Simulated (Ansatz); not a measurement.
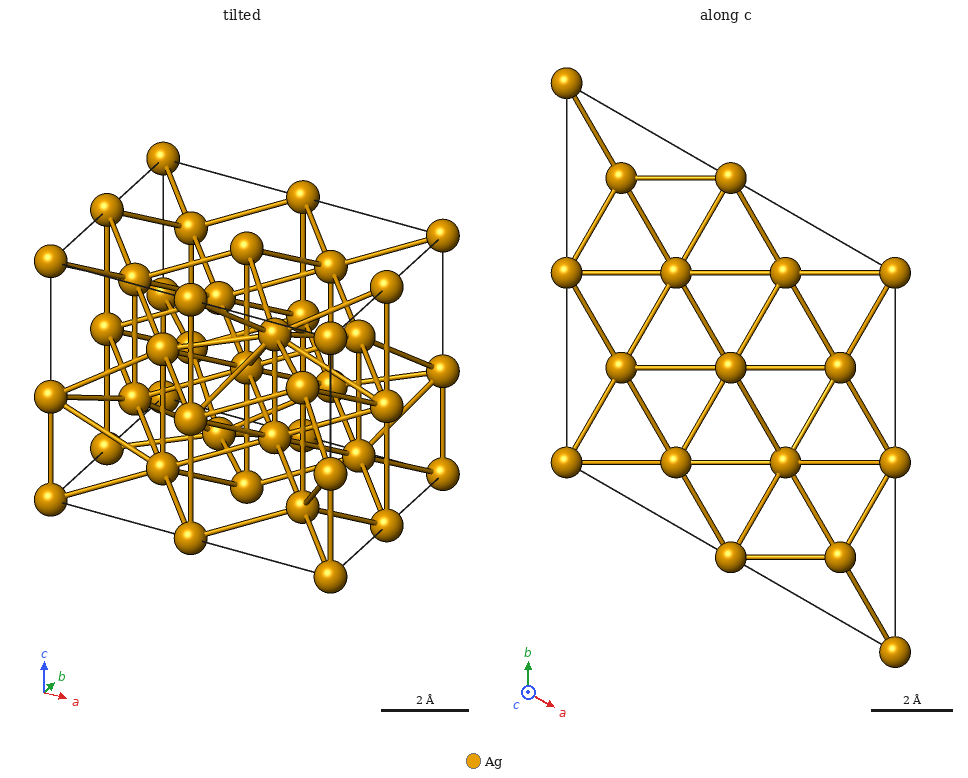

This ball-and-stick model is shown slightly off an axis and along the c axis. Lines trace the edges of the conventional unit cell.

Summary of the structure:

The element is silver. Space group R3m (No. 160), lattice rhombohedral (trigonal R). The cell holds 24 atoms. By contacts within bonding range, the coordination numbers are Ag 7 to 10 (mean 8.5).

The cell started as a structure listed in the Materials Project. The cell was then strained or its atoms displaced on purpose. It was the input of a calculation with Ansatz.

At this level of theory the run's own cell isn't at rest (stretched, at -5 GPa and forces up to 2.2 eV/Å), so its distances can differ from those at equilibrium, the more so the softer the solid.
